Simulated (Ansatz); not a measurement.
Geometry relaxation, with input and output: Ga$_{2}$O$_{3}$ (part 2 of 2)

The same run, continued: Ga$_{2}$O$_{3}$ (P-3m1, 5 atoms in the cell); DFT, r2SCAN+rVV10, plane waves, PAW, no spin polarisation (Ansatz 0.2.0); cutoff 500 eV, 12×12×4 k-mesh, Fermi–Dirac smearing of 0.03 eV. The structure was built on a prototype by a generator. The geometry comes from this level: PBEsol.

Geometry of the input (Å; fractional positions):
```
2.9934  0.0000  0.0000
-1.4967  2.5924  0.0000
0.0000  0.0000  6.9579
Ga 0.6667  0.3333  0.7995
Ga 0.3333  0.6667  0.2005
O  0.6667  0.3333  0.3055
O  0.3333  0.6667  0.6945
O  0.0000  0.0000  0.0000
```

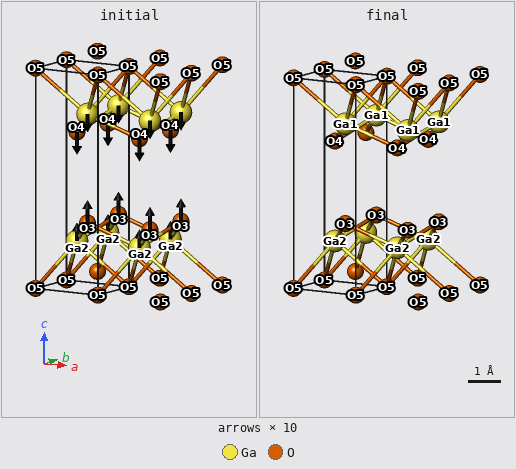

Fig. 1: Before (left) and after (right) the relaxation, at one scale (ball-and-stick view of the cell of the calculation, repeated 2 × 2 × 1, seen at an oblique angle). The black arrows give the displacements (without the part carried along by the change of the cell), magnified 10 times. The largest moves relative to the cell, 0.072 Å, are those of O3 and O4. By element the largest moves are O 0.072 Å, Ga 0.058 Å. The volume changes by −4.7 %, with a = b 2.993 → 2.989 Å (−0.2 %), c 6.958 → 6.651 Å (−4.4 %). Distances before and after: Ga1–O4 1.876 → 1.867 Å, Ga1–O5 2.221 → 2.217 Å. The space group stays P-3m1 (No. 164). Over 4 geometry steps the energy falls by 5.3 meV per atom. The largest force component goes from 0.21 to 0.0032 eV/Å. Pressure: −2.88 GPa at the start and 0.01 GPa at the end. A last SCF at the same geometry on a re-selected plane-wave basis shifts the energy by +0.4 meV per atom. (Atoms are counted from 1 in the order of the input.)

```
basis re-selected at this cell: Δ(F+E_penalty+E_count) = +1.962e-3 eV, ΔP = +0.011 GPa vs the last step (what re-selecting the basis moved, of the pressure what is left beyond the Pulay correction that the steps carried, after the strain that the cell walked since its last selection, with what the two solves' SCF thresholds leave and, on support functions, any second-order correction that the steps lacked; it is no measure of the basis error at this ecutwfc). This SCF's stress stands 1.09e-2 GPa from its target on what of the cell is left free (relax.cell.stress_tol is 5.00e-2 GPa) and its largest allowed force component is 3.18e-3 eV/Å (relax.f_tol is 1.00e-2 eV/Å): within both
SCF converged after 6 iterations
Free energy (F): -9284.962304 eV
Harris-Foulkes:  -9284.962304 eV  (|F-HF|=1.46e-11)
Internal energy: -9284.962304 eV  (E = F + TS)
E sigma→0 (E₀):  -9284.962304 eV
Fermi energy:    9.597302 eV
--- Per-component energies (eV) ---
  E_band       = -73.195512
  E_kinetic    = 762.389767
  E_local      = -4726.689599  (includes V_loc(G=0)·N_el)
  E_nonlocal   = 1014.080324
  E_hartree    = 2138.763843
  E_xc         = -339.316296
  E_vxc        = -431.110448  (∫ρ·V_xc dr)
  E_paw        = -4507.816140  (= ΣΔE_a)
  E_vpaw       = -995.240120  (= ΣTr[D̂ρ^β])
  E_aug_tail   = 0.002283  (compensation charges beyond the density's cutoff)
  E_vtau       = 25.844652  (kinetic-family band-sum trace: ∫τ·v_τ [+ j·A + Jᵃ·Aᵃ] dr)
  E_ewald      = -3624.974525
  E_core_change = -1.401962  (= ΣΔE_core)
  E_smearing   = -0.000000  (= −TS)
  E_closure    = 0.000000  (closes the sum)
  Σ components = -9284.962304   (vs F -9284.962304, Δ=0.00e0)
--- Forces (eV/Å), atoms counted from 1 ---
  atom   1  Ga     0.00000000    -0.00000000    -0.00317607
  atom   2  Ga    -0.00000000     0.00000000     0.00317607
  atom   3  O      0.00000000    -0.00000000    -0.00108996
  atom   4  O     -0.00000000     0.00000000     0.00108996
  atom   5  O      0.00000000     0.00000000     0.00000000
  max |Σ_I F_I| component: 1.39e-17 eV/Å
--- Stress (GPa, compression-positive) ---
        0.010908       0.000000       0.000000
        0.000000       0.010908      -0.000000
        0.000000      -0.000000      -0.005524
  P = ⅓ Tr σ = 0.0054 GPa (0.054 kbar)
--- Band table (eV; the first three rows and the last of 69) ---
  k-point 0: bands = ["-12.0857", "-11.1786", "-9.9877", "-5.4821", "-5.4821", "-5.4326", "-5.4326", "-5.1858", "-5.0996", "-5.0996", "-5.0860", "-5.0641", "-5.0641", "2.7066", "4.7000", "6.8312", "6.8312", "6.8697", "6.8697", "7.0532", "7.0532", "8.0898", "11.0657", "14.4386", "15.3203", "20.2747", "21.4123"]
  k-point 1: bands = ["-12.0272", "-11.3019", "-9.9147", "-5.4836", "-5.4836", "-5.4312", "-5.4312", "-5.1824", "-5.0994", "-5.0994", "-5.0912", "-5.0643", "-5.0643", "2.5243", "5.1754", "6.8037", "6.8037", "6.9129", "6.9129", "7.0374", "7.0374", "7.5068", "11.6023", "14.1249", "15.2934", "20.1658", "21.3078"]
  k-point 2: bands = ["-11.9481", "-11.4376", "-9.8498", "-5.4850", "-5.4850", "-5.4298", "-5.4298", "-5.1784", "-5.0992", "-5.0992", "-5.0969", "-5.0645", "-5.0645", "2.3778", "5.8993", "6.7048", "6.7892", "6.7892", "6.9537", "6.9537", "7.0111", "7.0111", "12.2033", "13.6867", "15.2643", "20.0876", "21.2182"]
  k-point 68: bands = ["-10.5713", "-10.5713", "-9.9395", "-5.3611", "-5.2248", "-5.2248", "-5.1578", "-5.0901", "-5.0901", "-5.0883", "-4.9226", "-4.3075", "-4.3075", "1.8685", "1.8685", "2.5356", "4.2850", "4.5854", "4.5854", "6.7708", "6.7708", "6.9984", "15.6991", "15.6991", "19.2661", "19.9440", "19.9440"]
--- Relaxed structure (5 steps of the walk, 5 accepted, 1 SCFs on fresh bases) ---
  F+E_penalty+E_count = -9284.96230439 eV   max|allowed force component| = 3.176e-3 eV/Å   (the final SCF, on the basis selected at the relaxed cell)
  cell:  # Å, volume = 51.4469 Å³
    - [2.98855141604113, 2.8820324827519637e-11, -7.594702450497394e-18]
    - [-1.4942757080455242, 2.588161446793165, 7.594702450497402e-18]
    - [-1.765306490677498e-17, 1.0192001775721495e-17, 6.6513050682581305]
  atoms:
    - { symbol: Ga, position: [0.6666666666666666, 0.33333333333333337, 0.7907622158394503] }
    - { symbol: Ga, position: [0.3333333333333334, 0.6666666666666667, 0.2092377841605496] }
    - { symbol: O, position: [0.6666666666666666, 0.33333333333333337, 0.31633603875746036] }
    - { symbol: O, position: [0.3333333333333334, 0.6666666666666667, 0.6836639612425396] }
    - { symbol: O, position: [-8.253202536792739e-35, 1.0957981838300575e-34, 3.474837372142345e-19] }
```

File rho_z.tsv:
```
# z_ang	rho[e/angstrom^3]
# format = ansatz-planar-average/11
# lattice	2.988551416	0.000000000	-0.000000000
# lattice	-1.494275708	2.588161447	0.000000000
# lattice	-0.000000000	0.000000000	6.651305068
# sites	5
# site	31	1.494275708	0.862720482	5.259600734
# site	31	-0.000000000	1.725440965	1.391704334
# site	8	1.494275708	0.862720482	2.104047498
# site	8	-0.000000000	1.725440965	4.547257570
# site	8	-0.000000000	0.000000000	0.000000000
0.000000	9.408150e-1
0.110855	9.075050e-1
0.221710	8.133059e-1
0.332565	6.790393e-1
0.443420	5.403886e-1
0.554275	4.331380e-1
0.665131	3.772021e-1
0.775986	3.823567e-1
0.886841	4.769300e-1
0.997696	7.259038e-1
1.108551	1.190584e0
1.219406	1.809587e0
1.330261	2.316017e0
1.441116	2.410013e0
1.551971	2.079956e0
1.662826	1.616826e0
1.773681	1.289753e0
1.884536	1.144934e0
1.995392	1.091896e0
2.106247	1.044399e0
2.217102	9.606881e-1
2.327957	8.269525e-1
2.438812	6.535140e-1
2.549667	4.738312e-1
2.660522	3.234575e-1
2.771377	2.165120e-1
2.882232	1.457154e-1
2.993087	1.000825e-1
3.103942	7.244779e-2
3.214797	5.768883e-2
3.325653	5.301098e-2
3.436508	5.768883e-2
3.547363	7.244779e-2
3.658218	1.000825e-1
3.769073	1.457154e-1
3.879928	2.165120e-1
3.990783	3.234575e-1
4.101638	4.738312e-1
4.212493	6.535140e-1
4.323348	8.269525e-1
4.434203	9.606881e-1
4.545058	1.044399e0
4.655914	1.091896e0
4.766769	1.144934e0
4.877624	1.289753e0
4.988479	1.616826e0
5.099334	2.079956e0
5.210189	2.410013e0
5.321044	2.316017e0
5.431899	1.809587e0
5.542754	1.190584e0
5.653609	7.259038e-1
5.764464	4.769300e-1
5.875319	3.823567e-1
5.986175	3.772021e-1
6.097030	4.331380e-1
6.207885	5.403886e-1
6.318740	6.790393e-1
6.429595	8.133059e-1
6.540450	9.075050e-1
```

File v_z.tsv:
```
# z_ang	v_es[eV]	v_tot[eV]
# format = ansatz-planar-average/11
# xc	r2scan
# density_cutoff_ev	2500
# datasets	Ga=:simpson_from_first_knot:soft:shift=0	O=:simpson_from_first_knot:soft:shift=0
# lattice	2.988551416	0.000000000	-0.000000000
# lattice	-1.494275708	2.588161447	0.000000000
# lattice	-0.000000000	0.000000000	6.651305068
# sites	5
# site	31	1.494275708	0.862720482	5.259600734
# site	31	-0.000000000	1.725440965	1.391704334
# site	8	1.494275708	0.862720482	2.104047498
# site	8	-0.000000000	1.725440965	4.547257570
# site	8	-0.000000000	0.000000000	0.000000000
0.000000	3.935481e0	-9.030763e0
0.110855	4.133082e0	-8.772135e0
0.221710	4.676740e0	-8.061662e0
0.332565	5.361347e0	-7.042861e0
0.443420	5.932689e0	-5.998062e0
0.554275	6.212969e0	-5.300847e0
0.665131	6.031077e0	-5.151687e0
0.775986	5.134459e0	-5.780816e0
0.886841	3.994188e0	-6.865562e0
0.997696	3.071959e0	-7.989021e0
1.108551	2.358473e0	-9.113955e0
1.219406	1.835225e0	-1.020444e1
1.330261	1.489882e0	-1.120678e1
1.441116	8.944415e-1	-1.247409e1
1.551971	-2.186635e-1	-1.415125e1
1.662826	-1.306346e0	-1.572190e1
1.773681	-2.013537e0	-1.671177e1
1.884536	-2.206766e0	-1.687922e1
1.995392	-1.706422e0	-1.614544e1
2.106247	-3.702940e-1	-1.439520e1
2.217102	1.686583e0	-1.180111e1
2.327957	4.153152e0	-8.684973e0
2.438812	6.658912e0	-5.304738e0
2.549667	9.087593e0	-1.822041e0
2.660522	1.144090e1	1.665824e0
2.771377	1.340333e1	4.745292e0
2.882232	1.448959e1	6.801797e0
2.993087	1.500341e1	8.195827e0
3.103942	1.535732e1	9.110613e0
3.214797	1.554292e1	9.628265e0
3.325653	1.560680e1	9.898801e0
3.436508	1.554292e1	9.628265e0
3.547363	1.535732e1	9.110613e0
3.658218	1.500341e1	8.195827e0
3.769073	1.448959e1	6.801797e0
3.879928	1.340333e1	4.745292e0
3.990783	1.144090e1	1.665824e0
4.101638	9.087593e0	-1.822041e0
4.212493	6.658912e0	-5.304738e0
4.323348	4.153152e0	-8.684973e0
4.434203	1.686583e0	-1.180111e1
4.545058	-3.702940e-1	-1.439520e1
4.655914	-1.706422e0	-1.614544e1
4.766769	-2.206766e0	-1.687922e1
4.877624	-2.013537e0	-1.671177e1
4.988479	-1.306346e0	-1.572190e1
5.099334	-2.186635e-1	-1.415125e1
5.210189	8.944415e-1	-1.247409e1
5.321044	1.489882e0	-1.120678e1
5.431899	1.835225e0	-1.020444e1
5.542754	2.358473e0	-9.113955e0
5.653609	3.071959e0	-7.989021e0
5.764464	3.994188e0	-6.865562e0
5.875319	5.134459e0	-5.780816e0
5.986175	6.031077e0	-5.151687e0
6.097030	6.212969e0	-5.300847e0
6.207885	5.932689e0	-5.998062e0
6.318740	5.361347e0	-7.042861e0
6.429595	4.676740e0	-8.061662e0
6.540450	4.133082e0	-8.772135e0
```

Trajectory as extended XYZ (Å, eV, eV/Å), 6 frames, from step=1 to step=6:
```
5
Lattice="2.9934 0.0000 0.0000 -1.4967 2.5924 0.0000 0.0000 0.0000 6.9579" Properties=species:S:1:pos:R:3:forces:R:3 step=1 energy=-9284.93798 pressure_GPa=-2.88
Ga    1.4967    0.8641    5.5631    0.0000   0.0000  -0.2134
Ga    0.0000    1.7283    1.3948    0.0000   0.0000   0.2134
O     1.4967    0.8641    2.1256    0.0000   0.0000  -0.1862
O     0.0000    1.7283    4.8324    0.0000   0.0000   0.1862
O     0.0000    0.0000    0.0000    0.0000   0.0000   0.0000
5
Lattice="2.9843 0.0000 0.0000 -1.4922 2.5845 0.0000 0.0000 0.0000 6.6422" Properties=species:S:1:pos:R:3:forces:R:3 step=2 energy=-9284.96001 pressure_GPa=-0.60
Ga    1.4922    0.8615    5.2453    0.0000   0.0000  -0.1176
Ga    0.0000    1.7230    1.3969    0.0000   0.0000   0.1176
O     1.4922    0.8615    2.1249    0.0000   0.0000  -0.2400
O     0.0000    1.7230    4.5174    0.0000   0.0000   0.2400
O     0.0000    0.0000    0.0000    0.0000   0.0000   0.0000
5
Lattice="2.9892 0.0000 0.0000 -1.4946 2.5887 0.0000 0.0000 0.0000 6.6595" Properties=species:S:1:pos:R:3:forces:R:3 step=3 energy=-9284.96363 pressure_GPa=0.12
Ga    1.4946    0.8629    5.2733    0.0000   0.0000  -0.0802
Ga    0.0000    1.7258    1.3862    0.0000   0.0000   0.0802
O     1.4946    0.8629    2.0989    0.0000   0.0000   0.0093
O     0.0000    1.7258    4.5606    0.0000   0.0000  -0.0093
O     0.0000    0.0000    0.0000    0.0000   0.0000   0.0000
5
Lattice="2.9885 0.0000 0.0000 -1.4942 2.5881 0.0000 0.0000 0.0000 6.6518" Properties=species:S:1:pos:R:3:forces:R:3 step=4 energy=-9284.96424 pressure_GPa=-0.00
Ga    1.4942    0.8627    5.2610    0.0000   0.0000  -0.0220
Ga    0.0000    1.7254    1.3909    0.0000   0.0000   0.0220
O     1.4942    0.8627    2.1039    0.0000   0.0000  -0.0103
O     0.0000    1.7254    4.5479    0.0000   0.0000   0.0103
O     0.0000    0.0000    0.0000    0.0000   0.0000   0.0000
5
Lattice="2.9886 0.0000 0.0000 -1.4943 2.5882 0.0000 0.0000 0.0000 6.6513" Properties=species:S:1:pos:R:3:forces:R:3 step=5 energy=-9284.96427 pressure_GPa=-0.01
Ga    1.4943    0.8627    5.2596    0.0000   0.0000  -0.0032
Ga    0.0000    1.7254    1.3917    0.0000   0.0000   0.0032
O     1.4943    0.8627    2.1040    0.0000   0.0000  -0.0014
O     0.0000    1.7254    4.5473    0.0000   0.0000   0.0014
O     0.0000    0.0000    0.0000    0.0000   0.0000   0.0000
5
Lattice="2.9886 0.0000 0.0000 -1.4943 2.5882 0.0000 0.0000 0.0000 6.6513" Properties=species:S:1:pos:R:3:forces:R:3 step=6 energy=-9284.96230 pressure_GPa=0.01
Ga    1.4943    0.8627    5.2596    0.0000   0.0000  -0.0032
Ga    0.0000    1.7254    1.3917    0.0000   0.0000   0.0032
O     1.4943    0.8627    2.1040    0.0000   0.0000  -0.0011
O     0.0000    1.7254    4.5473    0.0000   0.0000   0.0011
O     0.0000    0.0000    0.0000    0.0000   0.0000   0.0000
```

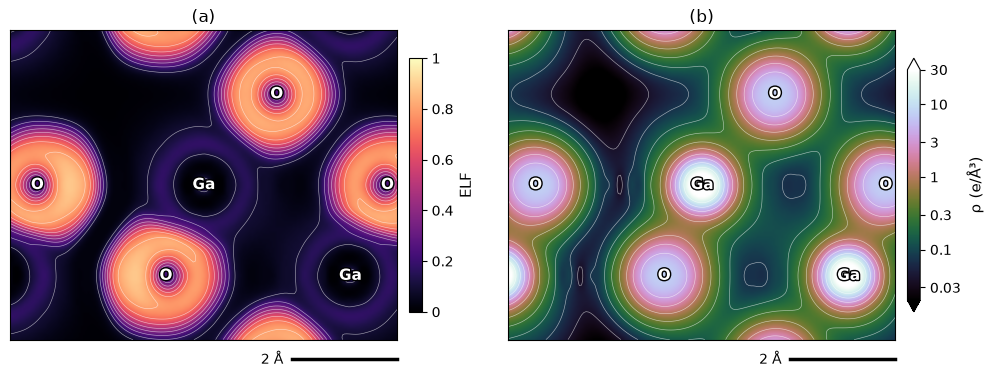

Fig. 2: (a) electron localisation function; (b) valence pseudo-density on the (110) plane of the conventional cell. The plane passes through Ga and O nuclei. Ga–O (1.87 Å): the density is about 0.8 e/Å³ at the midpoint; the ELF is about 0.40 at the midpoint. Away from the nuclei the density in this plane falls to 0.01 e/Å³ at its lowest. The fields are those of the smooth PAW valence density.

Key numbers:

| quantity | value |
| --- | --- |
| outcome | converged |
| space group (tolerance 0.01 Å) | P-3m1 (164) |
| electrons treated | 44 |
| free energy | −9284.9623 eV |
| Fermi energy | 9.597 eV |
| gap on the k-point mesh | 2.98 eV |
| pressure | 0.01 GPa |
| final volume | 51.45 Å³ |
| largest force (length of the vector) at the end | 0.003 eV/Å |
| final cell | a = 2.989 Å, b = 2.989 Å, c = 6.651 Å, α = 90.00°, β = 90.00°, γ = 120.00° |
| hardware | 2 threads of Arm Neoverse N1, 60 GiB of memory available, shared host |
| wall time | 86 s (CPU time 2.8 min) |
| peak memory | 0.6 GiB |
